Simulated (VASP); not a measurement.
## AlAs: geometry relaxation (part 2 of 2)

Continued. System: AlAs (2 atoms in the cell). Method: Kohn-Sham DFT of a periodic cell, PBEsol, VASP PAW PBE potentials, recommended, no spin polarisation (VASP 6.6.1); cutoff 600 eV, 8×8×8 k-mesh, Gaussian smearing of 0.03 eV. The structure derives from an entry of the Crystallography Open Database.

Geometry of the input (Å; fractional positions):
```
0.0000  2.8304  2.8304
2.8304  0.0000  2.8304
2.8304  2.8304  0.0000
Al 0.0000  0.0000  0.0000
As 0.2500  0.2500  0.2500
```

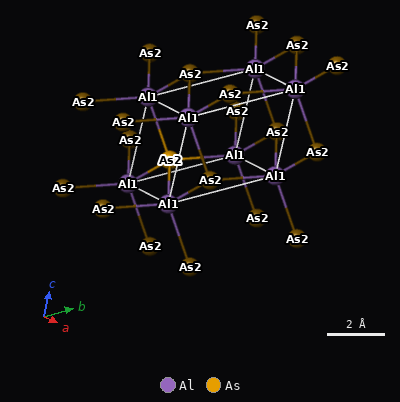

Fig. 1: The geometry at step 1 of the log (ball-and-stick view of the cell of the calculation, seen slightly off an axis; neighbours outside the cell are drawn fainter; atoms are numbered from 1 in the order of the input).

## Parts of OUTCAR, continued
```
   k-points           NKPTS =     29   k-points in BZ     NKDIM =     29   number of bands    NBANDS=      8
   number of dos      NEDOS =    301   number of ions     NIONS =      2
   total plane-waves  NPLWV =  32768
   dimension x,y,z NGX =    32 NGY =   32 NGZ =   32
   dimension x,y,z NGXF=    64 NGYF=   64 NGZF=   64
   ions per type =               1   1
   NGX,Y,Z   is equivalent  to a cutoff of  13.29, 13.29, 13.29 a.u.
   NGXF,Y,Z  is equivalent  to a cutoff of  26.58, 26.58, 26.58 a.u.
 SYSTEM =  AlAs
   PREC   = accura    normal or accurate (medium, high low for compatibility)
   ISTART =      0    job   : 0-new  1-cont  2-samecut
   ICHARG =      2    charge: 1-file 2-atom 10-const
   ISPIN  =      1    spin polarized calculation?
   LNONCOLLINEAR =      F non collinear calculations
   LSORBIT =      F    spin-orbit coupling
   LASPH  =      T    aspherical Exc in radial PAW
   ENCUT  =  600.0 eV  44.10 Ry    6.64 a.u.   7.99  7.99  7.99*2*pi/ulx,y,z
   NELM   =     80;   NELMIN=  2; NELMDL= -5     # of ELM steps
   EDIFF  = 0.1E-05   stopping-criterion for ELM
   LREAL  =      F    real-space projection
   EDIFFG = -.1E-01   stopping-criterion for IOM
   NSW    =     90    number of steps for IOM
   IBRION =      2    ionic relax: 0-MD 1-quasi-New 2-CG
   NFREE  =      1    steps in history (QN), initial steepest desc. (CG)
   ISIF   =      3    stress and relaxation
   ISYM   =      2    0-nonsym 1-usesym 2-fastsym
   POTIM  = 0.5000    time-step for ionic-motion
   TEBEG  =    0.0;   TEEND  =   0.0 temperature during run
   PSTRESS=    0.0 pullay stress
   NELECT =       8.0000    total number of electrons
   NUPDOWN=      -1.0000    fix difference up-down
   EMIN   =  10.00;   EMAX   =-10.00  energy-range for DOS
   EFERMI =   0.00;   METHOD = LEGACY
   ISMEAR =     0;   SIGMA  =   0.03  broadening in eV -4-tet -1-fermi 0-gaus
   EFERMI_NEDOS =   21; number of points for ismear=-14 and -15
   IALGO  =     38    algorithm
   IMIX   =      4    mixing-type and parameters
     AMIX     =   0.40;   BMIX     =  1.00
     AMIX_MAG =   1.60;   BMIX_MAG =  1.00
  volume/ion in A,a.u.               =      22.67       153.02
  Fermi-wavevector in a.u.,A,eV,Ry     =   0.918150  1.735052 11.469706  0.843000
  Thomas-Fermi vector in A             =   2.043199
   LORBIT       =      0    0 simple, 1 ext, 2 COOP (PROOUT), +10 PAW based schemes
   GGA     = PS    functional components
   LHFCALC =     F    Hartree Fock is set to
   AEXX    =    0.0000 exact exchange contribution
   IVDW    =     0    specifies the selected vdW correction
   LEPSILON=     F    determine dielectric tensor
   LRPA    =     F    only Hartree local field effects (RPA)
 conjugate gradient relaxation of ions
 non-spin polarized calculation
 Gauss-broadening in eV      SIGMA  =   0.03
  energy-cutoff  :      600.00
  volume of cell :       45.35
 maximum number of plane-waves:      1540
   NGX = 15   NGY = 15   NGZ = 15

--------------------------------------- Ionic step        1  -------------------------------------------

 number of electron       8.0000001 magnetization

 Free energy of the ion-electron system (eV)
  ---------------------------------------------------
  ext. energy  EPLUGINS =         0.00000000
  ---------------------------------------------------
  free energy    TOTEN  =       -10.06365207 eV

  energy without entropy =      -10.06365207  energy(sigma->0) =      -10.06365207

------------------------ aborting loop because EDIFF is reached ----------------------------------------

  FORCE on cell =-STRESS in cart. coord.  units (eV):
  Direction    XX          YY          ZZ          XY          YZ          ZX
  --------------------------------------------------------------------------------------
  -------------------------------------------------------------------------------------
  Total        0.2326517      0.2326517      0.2326517      0.0000000      0.0000000     -0.0000000
  in kB        8.2194623      8.2194623      8.2194623      0.0000000      0.0000000     -0.0000000
  external PRESSURE =       8.2194623 kB  Pullay stress =       0.0000000 kB

 VOLUME and BASIS-vectors are now :
 -----------------------------------------------------------------------------
  energy-cutoff  :      600.00
  volume of cell :       45.35
      direct lattice vectors                 reciprocal lattice vectors
     0.000000000  2.830400000  2.830400000    -0.176653477  0.176653477  0.176653477
     2.830400000  0.000000000  2.830400000     0.176653477 -0.176653477  0.176653477
     2.830400000  2.830400000  0.000000000     0.176653477  0.176653477 -0.176653477

 POSITION                                       TOTAL-FORCE (eV/Angst)
 -----------------------------------------------------------------------------------
      0.00000      0.00000      0.00000         0.000000      0.000000      0.000000
      1.41520      1.41520      1.41520        -0.000000     -0.000000     -0.000000
 -----------------------------------------------------------------------------------
    total drift:                                0.000000      0.000000      0.000000

  FREE ENERGIE OF THE ION-ELECTRON SYSTEM (eV)
  ---------------------------------------------------
  free  energy   TOTEN  =       -10.0636520695 eV

  energy  without entropy=      -10.0636520695  energy(sigma->0) =      -10.06365207

--------------------------------------- Ionic step        2  -------------------------------------------

 number of electron       8.0000001 magnetization

------------------------ aborting loop because EDIFF is reached ----------------------------------------

  FORCE on cell =-STRESS in cart. coord.  units (eV):
  Direction    XX          YY          ZZ          XY          YZ          ZX
  --------------------------------------------------------------------------------------
  -------------------------------------------------------------------------------------
  Total       -0.1175864     -0.1175864     -0.1175864      0.0000000      0.0000000      0.0000000
  in kB       -4.0851026     -4.0851026     -4.0851026      0.0000000      0.0000000      0.0000000
  external PRESSURE =      -4.0851026 kB  Pullay stress =       0.0000000 kB

 VOLUME and BASIS-vectors are now :
 -----------------------------------------------------------------------------
  energy-cutoff  :      600.00
  volume of cell :       46.12
      direct lattice vectors                 reciprocal lattice vectors
     0.000000000  2.846283832  2.846283832    -0.175667653  0.175667653  0.175667653
     2.846283832  0.000000000  2.846283832     0.175667653 -0.175667653  0.175667653
     2.846283832  2.846283832 -0.000000000     0.175667653  0.175667653 -0.175667653

 POSITION                                       TOTAL-FORCE (eV/Angst)
 -----------------------------------------------------------------------------------
      0.00000      0.00000      0.00000         0.000000      0.000000      0.000000
      1.42314      1.42314      1.42314        -0.000000     -0.000000     -0.000000
 -----------------------------------------------------------------------------------
    total drift:                                0.000000      0.000000      0.000000

  FREE ENERGIE OF THE ION-ELECTRON SYSTEM (eV)
  ---------------------------------------------------
  free  energy   TOTEN  =       -10.0646022920 eV

  energy  without entropy=      -10.0646022920  energy(sigma->0) =      -10.06460229

--------------------------------------- Ionic step        3  -------------------------------------------

 number of electron       8.0000001 magnetization

 Free energy of the ion-electron system (eV)
  ---------------------------------------------------
  ext. energy  EPLUGINS =         0.00000000
  ---------------------------------------------------
  free energy    TOTEN  =       -10.06493621 eV

  energy without entropy =      -10.06493621  energy(sigma->0) =      -10.06493621

 E-fermi :   3.8681     XC(G=0):  -9.1529     alpha+bet :-10.1632

 val. band max:        3.7082847659   @ k =   0.0000   0.0000   0.0000
 cond. band min:       5.0465055103   @ k =   0.5000   0.5000   0.0000
 fundamental gap:      1.3382207445
 Fermi energy:         3.8681211342

 k-point     1 :       0.0000    0.0000    0.0000
  band No.  band energies     occupation
      1      -8.1168      2.00000
      2       3.7083      2.00000
      3       3.7083      2.00000
      4       3.7083      2.00000
      5       5.6018      0.00000
      6       7.9525      0.00000
      7       7.9525      0.00000
      8       7.9525      0.00000

 k-point     2 :       0.1250    0.0000    0.0000
  band No.  band energies     occupation
      1      -7.9655      2.00000
      2       2.2653      2.00000
      3       3.5484      2.00000
      4       3.5484      2.00000
      5       6.3800      0.00000
      6       8.2321      0.00000
      7       8.2321      0.00000
      8       8.3251      0.00000

 k-point     3 :       0.2500    0.0000    0.0000
  band No.  band energies     occupation
      1      -7.5460      2.00000
      2       0.3183      2.00000
      3       3.2331      2.00000
      4       3.2331      2.00000
      5       6.2204      0.00000
      6       8.5676      0.00000
      7       8.5676      0.00000
      8      10.0230      0.00000

 k-point     4 :       0.3750    0.0000    0.0000
  band No.  band energies     occupation
      1      -7.0041      2.00000
      2      -1.2164      2.00000
      3       2.9816      2.00000
      4       2.9816      2.00000
      5       5.8779      0.00000
      6       8.4490      0.00000
      7       8.4490      0.00000
      8      11.2404      0.00000

 k-point     5 :       0.5000    0.0000    0.0000
  band No.  band energies     occupation
      1      -6.7150      2.00000
      2      -1.8454      2.00000
      3       2.8902      2.00000
      4       2.8902      2.00000
      5       5.7484      0.00000
      6       8.3316      0.00000
      7       8.3316      0.00000
      8      11.2652      0.00000

 [... the levels of 18 k-points are left out ...]

 k-point    24 :      -0.3750    0.2500    0.1250
  band No.  band energies     occupation
      1      -6.4569      2.00000
      2      -1.5329      2.00000
      3       1.0195      2.00000
      4       2.1723      2.00000
      5       7.2939      0.00000
      6       7.8607      0.00000
      7      10.3076      0.00000
      8      11.2383      0.00000

 [... further k-points ...]

------------------------ aborting loop because EDIFF is reached ----------------------------------------

  FORCE on cell =-STRESS in cart. coord.  units (eV):
  Direction    XX          YY          ZZ          XY          YZ          ZX
  --------------------------------------------------------------------------------------
  -------------------------------------------------------------------------------------
  Total        0.0008354      0.0008354      0.0008354      0.0000000      0.0000000     -0.0000000
  in kB        0.0291897      0.0291897      0.0291897      0.0000000      0.0000000     -0.0000000
  external PRESSURE =       0.0291897 kB  Pullay stress =       0.0000000 kB

 VOLUME and BASIS-vectors are now :
 -----------------------------------------------------------------------------
  energy-cutoff  :      600.00
  volume of cell :       45.86
      direct lattice vectors                 reciprocal lattice vectors
     0.000000000  2.840884473  2.840884473    -0.176001525  0.176001525  0.176001525
     2.840884473  0.000000000  2.840884473     0.176001525 -0.176001525  0.176001525
     2.840884473  2.840884473 -0.000000000     0.176001525  0.176001525 -0.176001525

 POSITION                                       TOTAL-FORCE (eV/Angst)
 -----------------------------------------------------------------------------------
      0.00000      0.00000      0.00000        -0.000000     -0.000000     -0.000000
      1.42044      1.42044      1.42044         0.000000      0.000000      0.000000
 -----------------------------------------------------------------------------------
    total drift:                                0.000000      0.000000      0.000000

  FREE ENERGIE OF THE ION-ELECTRON SYSTEM (eV)
  ---------------------------------------------------
  free  energy   TOTEN  =       -10.0649362116 eV

  energy  without entropy=      -10.0649362116  energy(sigma->0) =      -10.06493621

 reached required accuracy - stopping structural energy minimisation
```

## CONTCAR
```
AlAs
   1.00000000000000
     0.0000000000000000    2.8408844733324665    2.8408844733324665
     2.8408844733324665    0.0000000000000000    2.8408844733324665
     2.8408844733324665    2.8408844733324665   -0.0000000000000000
  Al              As
     1     1
Direct
     0.0000000000000000    0.0000000000000000    0.0000000000000000
     0.2500000000000000    0.2500000000000000    0.2500000000000000

  0.00000000E+00  0.00000000E+00  0.00000000E+00
  0.00000000E+00  0.00000000E+00  0.00000000E+00
```

## Trajectory as extended XYZ (Å, eV, eV/Å), 3 frames, from step=0 to step=2
```
2
Lattice="0.0000 2.8304 2.8304 2.8304 0.0000 2.8304 2.8304 2.8304 0.0000" Properties=species:S:1:pos:R:3:forces:R:3 step=0 energy=-10.06365
Al    0.0000    0.0000    0.0000    0.0000   0.0000   0.0000
As    1.4152    1.4152    1.4152    0.0000   0.0000   0.0000
2
Lattice="0.0000 2.8463 2.8463 2.8463 0.0000 2.8463 2.8463 2.8463 -0.0000" Properties=species:S:1:pos:R:3:forces:R:3 step=1 energy=-10.06460
Al    0.0000    0.0000    0.0000    0.0000   0.0000   0.0000
As    1.4231    1.4231    1.4231    0.0000   0.0000   0.0000
2
Lattice="0.0000 2.8409 2.8409 2.8409 0.0000 2.8409 2.8409 2.8409 -0.0000" Properties=species:S:1:pos:R:3:forces:R:3 step=2 energy=-10.06494
Al    0.0000    0.0000    0.0000    0.0000   0.0000   0.0000
As    1.4204    1.4204    1.4204    0.0000   0.0000   0.0000
```
